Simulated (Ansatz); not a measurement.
System: HfN (slab).

```xyz
22
Lattice="3.2158 0.0000 0.0000 0.0000 7.8770 0.0000 0.0000 0.0000 24.2831" Properties=species:S:1:pos:R:3 pbc="T T T"
Hf    1.6079    1.3102    7.6659
N     1.6079    5.3386    7.7203
Hf    0.0000    6.4469    8.2825
N     0.0000    2.5801    8.4389
Hf    1.6079    3.9168    9.2281
N     1.6079    0.0291    9.3556
Hf    0.0000    1.3284   10.3410
N     0.0000    5.2710   10.2572
Hf    1.6079    6.6092   11.1678
N     1.6079    2.6454   11.2467
Hf    0.0000    3.9385   12.1416
N     0.0000    0.0000   12.1416
Hf    1.6079    1.2678   13.1153
N     1.6079    5.2316   13.0364
Hf    0.0000    6.5486   13.9422
N     0.0000    2.6060   14.0259
Hf    1.6079    3.9602   15.0551
N     1.6079    7.8479   14.9276
Hf    0.0000    1.4301   16.0006
N     0.0000    5.2969   15.8443
Hf    1.6079    6.5668   16.6172
N     1.6079    2.5384   16.5628
```

Built by placing these elements on a known structure type; computed without spin polarisation.

Computed with DFT PBE, scalar-relativistic, plane waves, PAW in Ansatz.

> What can the converged valence pseudo-density and electron localisation function tell about the bonding?

Hf–Hf (3.04 Å): the density is about 0.24 e/Å³ at the midpoint; the ELF is about 0.25 at the midpoint; no shared electron pair shows on this line.
Hf–N (2.07 Å): the density is about 0.85 e/Å³ at the midpoint; the ELF peaks at about 0.80 in the valence shell of N, 0.6 Å from its nucleus, and drops to about 0.25 between the two atoms (no shared electron pair shows on this line).
Hf–N (2.12 Å): ρ at the midpoint is about 0.74 e/Å³; the ELF peaks at about 0.80 in the valence shell of N, 0.6 Å from its nucleus, and is about 0.20 at the midpoint; no shared electron pair shows on this line.
Hf–N (2.23 Å): the density is about 0.55 e/Å³ at the midpoint; the ELF peaks at about 0.80 in the valence shell of N, 0.6 Å from its nucleus, and drops to about 0.15 between the two atoms; no localised pair shows between them.

> Metal or insulator at this level of theory?

It is metallic or semimetallic at this level of theory: no gap opens.

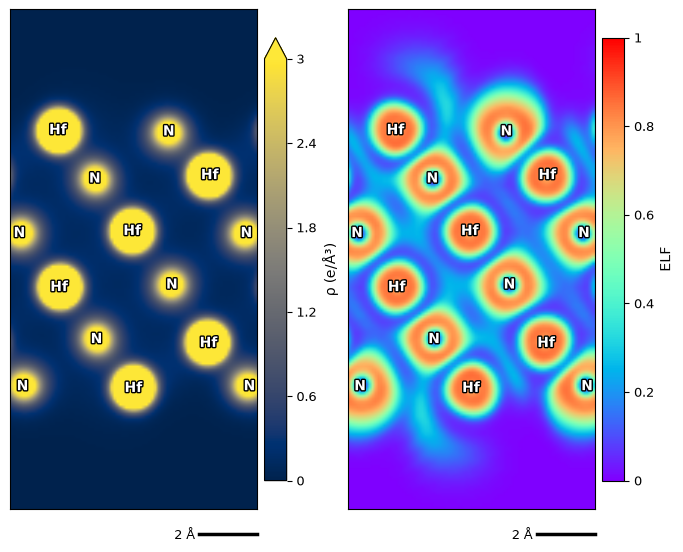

Computed valence pseudo-density and electron localisation function on the (100) plane of the calculation cell, a cut from vacuum to vacuum, in this order. 

Core electrons are frozen (PAW), and the valence fields are smoothed inside the atomic spheres.
